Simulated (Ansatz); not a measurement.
Consider K$_{17}$F$_{15}$ (cell charge −2, with a compensating background) (cell with a defect).

Input file:

```
crystal:
  lattice:
    - [5.4206645416, -5.4206645416, -5.4206645416]
    - [-5.4206645416, -5.4206645416, 5.4206645416]
    - [-5.4206645416, 5.4206645416, -5.4206645416]
  atoms:
    - { symbol: K, position: [0.25, 0.7820019516, 0.0320019516] }
    - { symbol: K, position: [0.25, 1.0, 0.75] }
    - { symbol: K, position: [0.25, 0.2179980484, 0.4679980484] }
    - { symbol: K, position: [0.0, 0.75, 0.25] }
    - { symbol: K, position: [0.25, 0.5, 0.25] }
    - { symbol: K, position: [1.0, 1.0, 1.0] }
    - { symbol: K, position: [-0.0320019516, 0.2179980484, 0.75] }
    - { symbol: K, position: [0.75, 0.75, 0.5] }
    - { symbol: K, position: [-0.0320019516, 0.5, 0.4679980484] }
    - { symbol: K, position: [0.75, 1.0, 0.25] }
    - { symbol: K, position: [0.75, 0.25, 0.0] }
    - { symbol: K, position: [0.5320019516, 0.7820019516, 0.75] }
    - { symbol: K, position: [0.75, 0.5, 0.75] }
    - { symbol: K, position: [0.5, 1.0, 0.5] }
    - { symbol: K, position: [0.5, 0.25, 0.25] }
    - { symbol: K, position: [0.5320019516, 0.5, 0.0320019516] }
    - { symbol: K, position: [0.25, 0.5, 0.75] }
    - { symbol: F, position: [0.25, 0.7559486734, 0.4940513266] }
    - { symbol: F, position: [0.25, 0.0, 0.25] }
    - { symbol: F, position: [-0.0059486734, 0.5, 0.0059486734] }
    - { symbol: F, position: [0.25, 0.2440513266, 0.0059486734] }
    - { symbol: F, position: [-0.0059486734, 0.7559486734, 0.75] }
    - { symbol: F, position: [-0.0059486734, -0.0118973467, 0.4940513266] }
    - { symbol: F, position: [0.75, 0.5, 0.25] }
    - { symbol: F, position: [-0.0059486734, 0.2440513266, 0.2381026533] }
    - { symbol: F, position: [0.7618973467, 0.7559486734, 0.0059486734] }
    - { symbol: F, position: [0.75, 0.0, 0.75] }
    - { symbol: F, position: [0.5059486734, 0.5, 0.4940513266] }
    - { symbol: F, position: [0.7381026533, 0.2440513266, 0.4940513266] }
    - { symbol: F, position: [0.5059486734, 0.7559486734, 0.2618973467] }
    - { symbol: F, position: [0.5059486734, 0.0118973467, 0.0059486734] }
    - { symbol: F, position: [0.5059486734, 0.2440513266, 0.75] }
  host:
    lattice:
      - [0.0, 2.7103322708, 2.7103322708]
      - [2.7103322708, 0.0, 2.7103322708]
      - [2.7103322708, 2.7103322708, 0.0]
    atoms:
      - { symbol: K, position: [0.0, 0.0, 0.0] }
      - { symbol: F, position: [0.5, 0.5, 0.5] }
total_charge: -2
basis:
  ecutwfc: 420
  xc_grid: 2
kpoints:
  mp_grid: { grid: [2, 2, 2], shift: [0.5, 0.5, 0.5] }
hamiltonian:
  xc: pbe
scf:
  occupations: { method: gaussian, width: 0.01 }
output:
  forces: true
  stress: false
  eigenvalues: true
  charged_corrections:
    defect_position: [0.25, 0.5, 0.75]
    epsilon: [[6.5394, 0.0, 0.0], [0.0, 6.5394, 0.0], [0.0, 0.0, 6.5394]]
  write_density: true
  write_potential: true
  elf: true
  volumetric_format: npy
relax:
  adjacent_minimum: "off"
  f_tol: 0.025
  max_steps: 45
```

Launched as:

```sh
ansatz run input.yaml --threads 4 --pin off --max-ram 6144MiB --backend cpu --events-out ev --progress --plain --runs-dir out
```

The fields are those of the relaxed geometry.

All numbers below come from DFT PBE, scalar-relativistic, plane waves, PAW (Ansatz 0.2.0).

Question: What will maps of the valence pseudo-density and electron localisation function show?

Answer: K–F (2.36 Å): the density is about 0.26 e/Å³ at the midpoint; the ELF is about 0.05 at the midpoint: no localised pair shows between them.
K–F (2.71 Å): the density is about 0.11 e/Å³ at the midpoint; the ELF is about 0.05 at the midpoint: no shared electron pair shows on this line.

Question: Does the calculation give a band gap?

Answer: It is metallic or semimetallic at this level of theory: no gap opens.

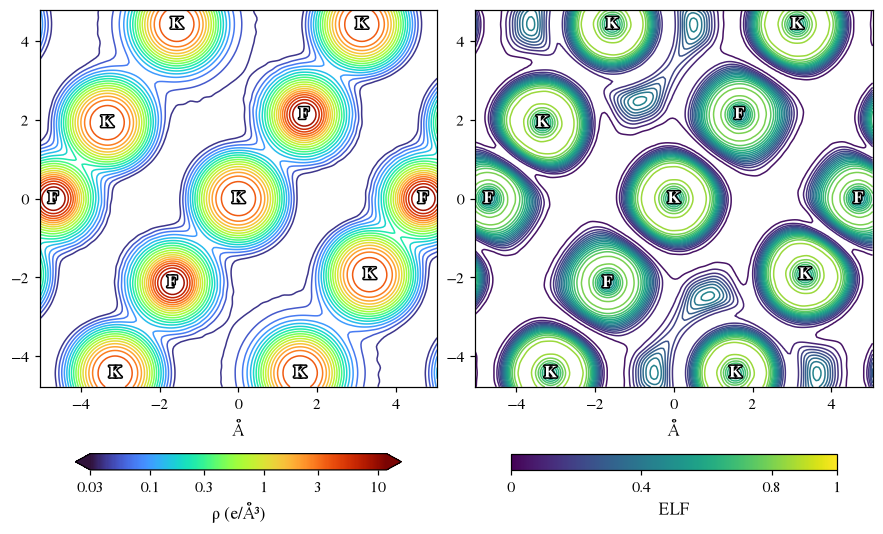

Computed valence pseudo-density and electron localisation function on the (010) plane of the calculation cell, in this order. 

The density is the valence pseudo-density of a PAW calculation; it isn't the true density close to the nuclei.
